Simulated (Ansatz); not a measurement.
# Geometry relaxation of MoSe (part 1 of 2)

System: MoSe (2 atoms in the cell).
Method: DFT PBE, scalar-relativistic, plane waves, PAW, spin-polarised (Ansatz 0.2.0).

The structure was built on a prototype by a generator; it need not be a known phase. It belongs to a series of runs on one base structure; here: CuPt (L1_1) type (R-3m, No. 166). Figures and captions count atoms from 1; the log counts them from 0 in places.

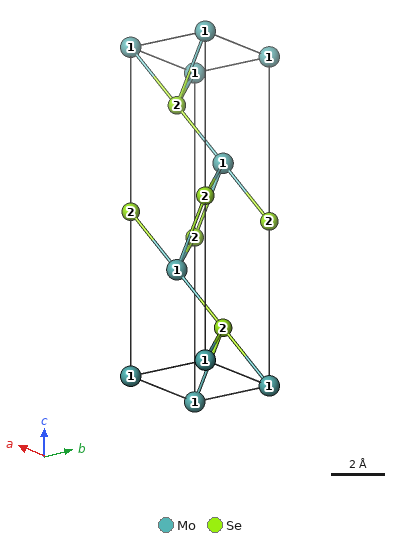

*The input geometry (ball-and-stick view of the cell 3 times as large as that of the calculation, set on its symmetry axes, seen at an oblique angle; atoms are numbered from 1 in the order of the input).*

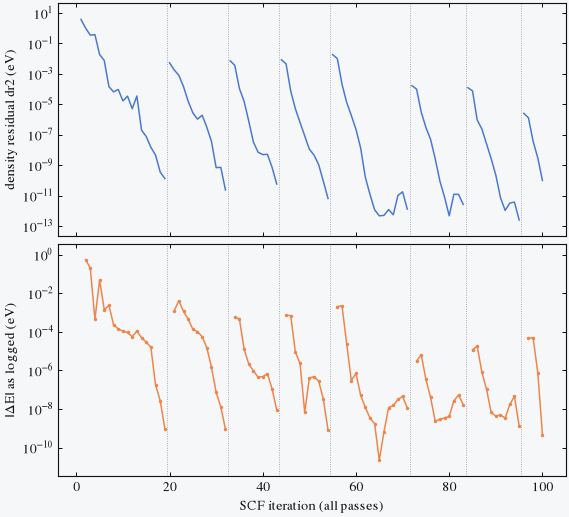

*Convergence of the self-consistent field: density residual dr2 and size of the energy change against the SCF iteration. The dotted lines part the SCF passes of the relaxation: geometry steps, rejected trials and re-solves on a re-selected basis.*

The 8 passes take 5 to 19 iterations each, 100 in all.

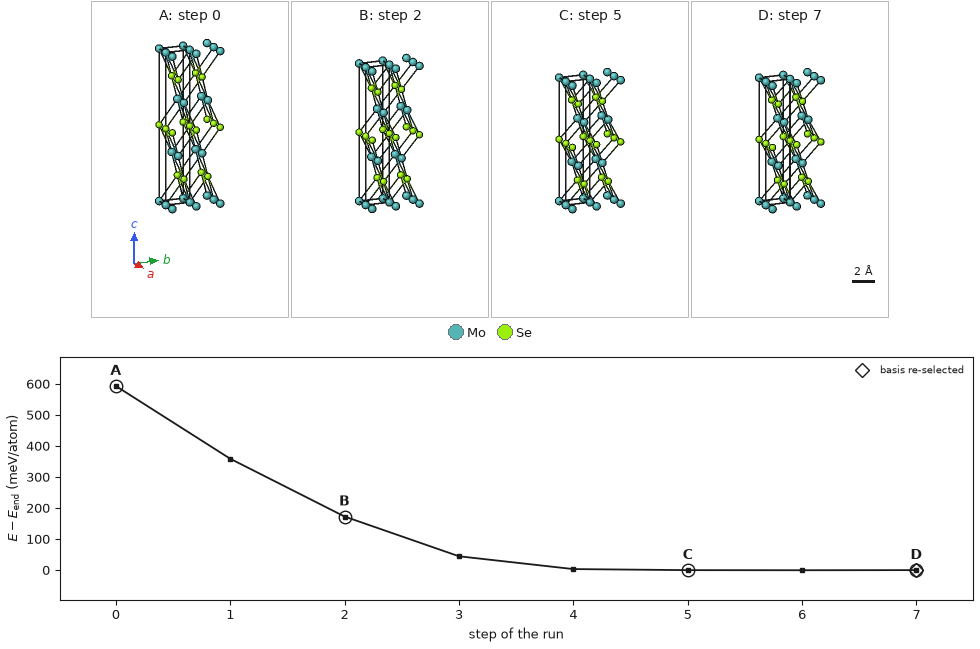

*Frames of the relaxation (ball-and-stick view of the cell 3 times as large as that of the calculation, set on its symmetry axes, repeated 2 × 2 × 1, seen slightly off an axis) above the curves, on which the letters mark them (the first geometry is step 0 here and step 1 in the log).*

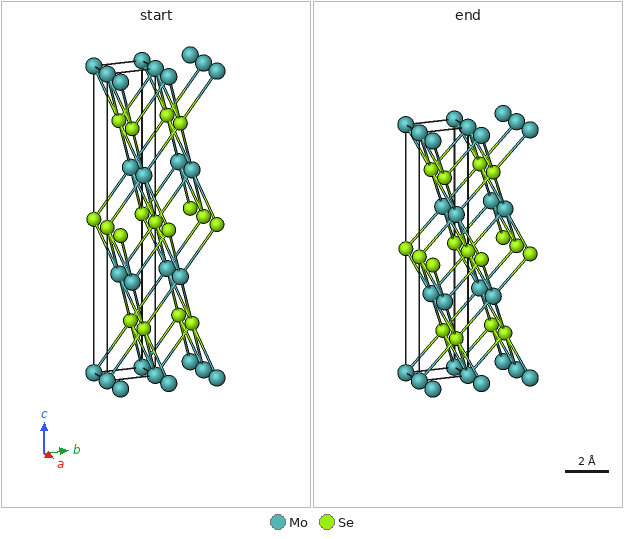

*Before (left) and after (right) the relaxation, at one scale (ball-and-stick view of the cell 3 times as large as that of the calculation, set on its symmetry axes, repeated 2 × 2 × 1, seen slightly off an axis).*

No atom moves by more than 0.005 Å relative to the cell. The drawn cell changes as follows: a = b 3.063 → 3.092 Å (+1.0 %), c 14.633 → 11.835 Å (−19.1 %); the volume changes by −17.5 %. Among the contacts that change: Mo1–Se2 3.012 → 2.661 Å. Among the angles that change: Mo1–Se2–Mo1 118.9° → 108.9°, Se2–Mo1–Se2 61.1° → 71.1°, Se2–Mo1–Se2 118.9° → 108.9°. The space group stays R-3m (No. 166). Over 6 geometry steps the energy falls by 594 meV per atom. All forces vanish by symmetry, so only the cell relaxes. The pressure goes from −18.41 to 0.04 GPa. A last SCF at the same geometry on a re-selected plane-wave basis shifts the energy by +0.4 meV per atom. (Atoms are counted from 1 in the order of the input.)

The input that produced these results follows, with the program's output.

Input:
```yaml
crystal:
  lattice:
    - [1.5313642584, 0.8841335668, 4.8776787491]
    - [-1.5313642584, 0.8841335668, 4.8776787491]
    - [0.0, -1.7682671337, 4.8776787491]
  atoms:
    - { symbol: Mo, position: [0.0, 0.0, 0.0], spin: 0.46 }
    - { symbol: Se, position: [0.5, 0.5, 0.5] }
basis:
  ecutwfc: 420
kpoints:
  mp_grid: { grid: [6, 6, 6] }
hamiltonian:
  xc: pbe
scf:
  occupations: { method: gaussian, width: 0.1 }
  lower_state_search: "off"
output:
  forces: true
  stress: true
  eigenvalues: true
  populations: true
magnetization:
  spin_polarized: true
relax:
  adjacent_minimum: "off"
  f_tol: 0.04
  max_steps: 70
  cell: { stress_tol: 0.4 }
```

Launched with:
```bash
ansatz run input.yaml --threads 1 --pin off --max-ram 2560MiB --backend cpu --events-out ev --progress --plain --runs-dir out
```

What the program printed:
```
basis.fft_grid_basis auto: the FFT boxes are laid along the combinations [[1, 0, -1], [0, 1, -1], [0, 0, 1]] of the cell's own vectors, 3.063, 3.063 and 5.188 Å long. The dense box has 24×24×36 points. Along the cell's own vectors, as sized, it would have 36×36×36, 2.25 times as many. Of the 12 symmetry operations that the crystal satisfies within crystal.symmetry.tolerance (time reversal apart; of a slab, those that keep its plane) the dense box along the cell's own vectors carries 12, and the one as laid loses 8 of those. basis.fft_grid_basis: typed keeps the cell's own vectors: state it where this run's energies or levels are differenced outside the engine with another run's, or held beside a run that keeps those vectors.
Engine: ansatz 0.2.0, x86_64-unknown-linux-gnu
Pseudopotentials: kind: paw
Pseudopotential: Mo, paw, valence charge 14, recommended cutoff 420 eV (normal), Mo.paw.azcp
Pseudopotential: Se, paw, valence charge 16, recommended cutoff 420 eV (normal), Se.paw.azcp
Functional definition: PBE
  parameter kappa = 0.804
  parameter beta = 0.06672455060314922
  exchange = pbe_x(kappa = kappa, mu = beta*pi^2/3)
  correlation = pbe_c(beta = beta)
Crystal: 2 atoms, lattice volume = 39.624 Å³
Basis set: ecut = 420 eV, 773 PW (Γ), FFT grids on a1−a3, a2−a3, a3, exchange–correlation on 48×48×72 points (8 copies of the dense FFT grid, shifted against one another)
Bands: 20, of which v1, the nominal top of the filled ones, is band 15 counted from 1 (14 counted from 0)
Symmetry: 12 space group operations
Space group: R-3m (ITA 166), of the structure as read, at distance tolerance 3.4e-5 Å
Magnetic group: BNS 166.97 (UNI 1327), of the structure as read, at distance tolerance 3.4e-5 Å
k-points: 32 of 216
Non-local potential: Mo, projectors of the file, l = 0: 3, l = 1: 2, l = 2: 2, l = 3: 1
Non-local potential: Se, projectors of the file, l = 0: 2, l = 1: 2, l = 2: 3, l = 3: 1
PAW form: soft (Blöchl's): semilocal exchange-correlation on the pseudo side does not see the compensation charge
PAW one-centre angular grid: Mo, 590 points (default); XC on 64 Gauss nodes
PAW one-centre angular grid: Se, 590 points (default); XC on 64 Gauss nodes
Initial density: superposition of atomic densities (chi_scale 0.1, normalization cell)
Starting moments: Σ|m| = 0.46 μB on 1 of 2 sites
Initial wavefunctions: pseudopotential atomic-orbital guess
Functional: x = pbe(κ = 0.804, μ = 0.2195149727645171), c = pbe(β = 0.06672455060314922)
SCF iter   1: F=—  HF=-10424.384438 eV  |F-HF|=—  |Δ(HF+E_count)|=         —  Δρ=4.93e-2 (↑4.93e-2 ↓3.16e-2)  dr2=3.83e0  dr2_m=5.78e-2  M=0.121 μB ∫|m|=0.161 μB  β_m=0.30  ethr=3.10e-3  ⟨swp⟩=5.2  Hψ=5692  notcnv=0
preconditioner: auto → Kerker (q_TF=auto, 2.605 Å⁻¹)  [metal: Δε(μ)=0.087 eV  Ē_g=7.859 eV  σ=0.100 eV  W_gap=0.44  n_scr=16 (ndim 8)  ℏωp=20.4 eV  f_vac=0.000  D(μ)=1.18/eV (n_scr^D=2)]
spin=Collinear: Kerker preconditioning applied to the charge; magnetization (m = ρ↑ − ρ↓) channel mixes plain (no charge-response kernel on spin).
SCF iter   2: F=—  HF=-10423.830388 eV  |F-HF|=—  |Δ(HF+E_count)|=   5.54e-1  Δρ=2.81e-2 (↑2.81e-2 ↓1.87e-2)  dr2=1.02e0  dr2_m=2.58e-2  M=0.136 μB ∫|m|=0.179 μB  β_m=0.30  ethr=3.10e-3  ⟨swp⟩=2.0  Hψ=2085  notcnv=0  defer=34
SCF iter   3: F=—  HF=-10423.626042 eV  |F-HF|=—  |Δ(HF+E_count)|=   2.04e-1  Δρ=1.14e-2 (↑1.03e-2 ↓1.14e-2)  dr2=3.54e-1  dr2_m=5.47e-3  M=0.250 μB ∫|m|=0.278 μB  β_m=0.30  ethr=3.10e-3  ⟨swp⟩=2.0  Hψ=1714  notcnv=0  defer=34
SCF iter   4: F=—  HF=-10423.625597 eV  |F-HF|=—  |Δ(HF+E_count)|=   4.45e-4  Δρ=1.24e-2 (↑1.24e-2 ↓8.78e-3)  dr2=3.80e-1  dr2_m=3.42e-3  M=0.255 μB ∫|m|=0.280 μB  β_m=0.30  ethr=1.18e-3  ⟨swp⟩=2.0  Hψ=1987  notcnv=0  defer=36
SCF iter   5: F=—  HF=-10423.577678 eV  |F-HF|=—  |Δ(HF+E_count)|=   4.79e-2  Δρ=3.73e-3 (↑3.43e-3 ↓3.73e-3)  dr2=1.89e-2  dr2_m=1.02e-3  M=0.324 μB ∫|m|=0.332 μB  β_m=1.00  ethr=1.18e-3  ⟨swp⟩=2.0  Hψ=1745  notcnv=0  defer=36
SCF iter   6: F=—  HF=-10423.579107 eV  |F-HF|=—  |Δ(HF+E_count)|=   1.43e-3  Δρ=2.27e-3 (↑1.99e-3 ↓2.27e-3)  dr2=7.61e-3  dr2_m=9.47e-5  M=0.346 μB ∫|m|=0.358 μB  β_m=1.00  ethr=6.30e-5  ⟨swp⟩=2.0  Hψ=2666  notcnv=0  defer=35
SCF iter   7: F=—  HF=-10423.576727 eV  |F-HF|=—  |Δ(HF+E_count)|=   2.38e-3  Δρ=1.05e-3 (↑1.05e-3 ↓8.60e-4)  dr2=1.46e-4  dr2_m=2.62e-4  M=0.380 μB ∫|m|=0.392 μB  β_m=1.00  ethr=2.54e-5  ⟨swp⟩=3.0  Hψ=2225  notcnv=0  defer=35
SCF iter   8: F=—  HF=-10423.576959 eV  |F-HF|=—  |Δ(HF+E_count)|=   2.32e-4  Δρ=7.10e-4 (↑5.26e-4 ↓7.10e-4)  dr2=6.64e-5  dr2_m=1.28e-4  M=0.403 μB ∫|m|=0.417 μB  β_m=1.00  ethr=4.88e-7  ⟨swp⟩=2.1  Hψ=2213  notcnv=0  defer=35
SCF iter   9: F=—  HF=-10423.577104 eV  |F-HF|=—  |Δ(HF+E_count)|=   1.45e-4  Δρ=6.54e-4 (↑6.54e-4 ↓4.21e-4)  dr2=9.56e-5  dr2_m=9.74e-5  M=0.422 μB ∫|m|=0.438 μB  β_m=1.00  ethr=2.21e-7  ⟨swp⟩=2.5  Hψ=2049  notcnv=0  defer=35
SCF iter  10: F=—  HF=-10423.577211 eV  |F-HF|=—  |Δ(HF+E_count)|=   1.08e-4  Δρ=4.13e-4 (↑3.28e-4 ↓4.13e-4)  dr2=1.69e-5  dr2_m=4.78e-5  M=0.435 μB ∫|m|=0.453 μB  β_m=1.00  ethr=2.21e-7  ⟨swp⟩=2.0  Hψ=2143  notcnv=0  defer=35
SCF iter  11: F=—  HF=-10423.577304 eV  |F-HF|=—  |Δ(HF+E_count)|=   9.29e-5  Δρ=4.00e-4 (↑4.00e-4 ↓2.56e-4)  dr2=3.48e-5  dr2_m=3.71e-5  M=0.447 μB ∫|m|=0.466 μB  β_m=0.30  ethr=5.63e-8  ⟨swp⟩=2.1  Hψ=1824  notcnv=0  defer=35
Mixer restart at iter 11: flushing history
spin-set hold released at iteration 11 (site moments contracting): the magnetisation degrees of freedom join the quasi-Newton model from the next iteration; the mixer history was flushed
SCF iter  12: F=—  HF=-10423.577359 eV  |F-HF|=—  |Δ(HF+E_count)|=   5.49e-5  Δρ=3.46e-4 (↑3.46e-4 ↓2.89e-4)  dr2=5.16e-6  dr2_m=3.58e-5  M=0.450 μB ∫|m|=0.470 μB  β_m=0.65  ethr=5.63e-8  ⟨swp⟩=1.5  Hψ=1315  notcnv=0  defer=35
SCF iter  13: F=—  HF=-10423.577470 eV  |F-HF|=—  |Δ(HF+E_count)|=   1.11e-4  Δρ=3.76e-4 (↑3.76e-4 ↓2.28e-4)  dr2=3.56e-5  dr2_m=3.18e-5  M=0.463 μB ∫|m|=0.484 μB  β_m=0.63  ethr=1.72e-8  ⟨swp⟩=2.0  Hψ=2214  notcnv=0  defer=35
SCF iter  14: F=—  HF=-10423.577519 eV  |F-HF|=—  |Δ(HF+E_count)|=   4.88e-5  Δρ=1.97e-4 (↑1.97e-4 ↓1.93e-4)  dr2=2.01e-7  dr2_m=1.37e-5  M=0.475 μB ∫|m|=0.498 μB  β_m=0.43  ethr=1.72e-8  ⟨swp⟩=2.0  Hψ=2223  notcnv=0  defer=35
SCF iter  15: F=—  HF=-10423.577549 eV  |F-HF|=—  |Δ(HF+E_count)|=   2.95e-5  Δρ=1.07e-4 (↑1.07e-4 ↓1.05e-4)  dr2=7.75e-8  dr2_m=4.04e-6  M=0.485 μB ∫|m|=0.510 μB  β_m=0.85  ethr=6.71e-10  ⟨swp⟩=3.1  Hψ=2736  notcnv=0  defer=35
iter 16 did not close the SCF: its close was put off for a magnetic moment that had not settled (scf_convergence_deferred on its scf_iter line)
SCF iter  16: F=-10423.577565 eV  HF=-10423.577564 eV  |F-HF|=6.09e-8  |Δ(HF+E_count)|=   1.58e-5  Δρ=1.42e-5 (↑1.08e-5 ↓1.42e-5)  dr2=1.51e-8  dr2_m=5.37e-8  M=0.499 μB ∫|m|=0.526 μB  β_m=0.92  ethr=2.58e-10  ⟨swp⟩=8.5  Hψ=6695  notcnv=0
iter 17 did not close the SCF: its close was put off for a magnetic moment that had not settled (scf_convergence_deferred on its scf_iter line)
SCF iter  17: F=-10423.577565 eV  HF=-10423.577565 eV  |F-HF|=2.56e-9  |Δ(HF+E_count)|=   1.80e-7  Δρ=6.46e-6 (↑6.46e-6 ↓4.62e-6)  dr2=4.67e-9  dr2_m=1.02e-8  M=0.500 μB ∫|m|=0.527 μB  β_m=0.96  ethr=5.05e-11  ⟨swp⟩=2.2  Hψ=4583  notcnv=0
iter 18 did not close the SCF: its close was put off for a magnetic moment that had not settled (scf_convergence_deferred on its scf_iter line)
SCF iter  18: F=-10423.577565 eV  HF=-10423.577565 eV  |F-HF|=7.71e-10  |Δ(HF+E_count)|=   2.71e-8  Δρ=1.65e-6 (↑1.65e-6 ↓1.17e-6)  dr2=3.61e-10  dr2_m=6.00e-10  M=0.501 μB ∫|m|=0.528 μB  β_m=0.93  ethr=1.56e-11  ⟨swp⟩=2.2  Hψ=4445  notcnv=0
SCF iter  19: F=-10423.577565 eV  HF=-10423.577565 eV  |F-HF|=4.37e-11  |Δ(HF+E_count)|=  9.40e-10  Δρ=6.32e-7 (↑6.32e-7 ↓4.82e-7)  dr2=1.33e-10  dr2_m=8.98e-11  M=0.501 μB ∫|m|=0.528 μB  ethr=1.20e-12  ⟨swp⟩=1.0  Hψ=3748  notcnv=0
SCF 1 converged in 19 iterations: F = -10423.577565 eV  dr2 = 1.33e-10
  greatest PAW one-centre occupation: 1.000 electrons in one spin orbital (limit 2), on the Se atom at site 1 (counted from 0), in its partial waves of l = 2
relax step   1: F+E_penalty+E_count = -10423.57756467 eV  Δ(F+E_penalty+E_count) = +0.000e0 eV  max|allowed force component| = 4.207e-30 eV/Å  Δτ_max = 0.0000 Å  P = -18.405 GPa  Ω = 39.624 Å³  (19 SCF iters, dr2 threshold 1.00e-7 eV, accepted)
Crystal: 2 atoms, lattice volume = 36.726 Å³
Basis set: ecut = 420 eV, 711 PW (Γ), FFT grids on a1−a3, a2−a3, a3, exchange–correlation on 48×48×72 points (8 copies of the dense FFT grid, shifted against one another)
Initial density: handed on by an earlier stage of this run
Starting moments: Σ|m| = 0.46 μB on 1 of 2 sites; this step starts from the density that it was given
Initial wavefunctions: those handed on with the density
iter 1 solved again at ethr=1.77e-5 eV; its pass at ethr=3.10e-3 eV (dr2=5.30e-3 eV) is discarded
```
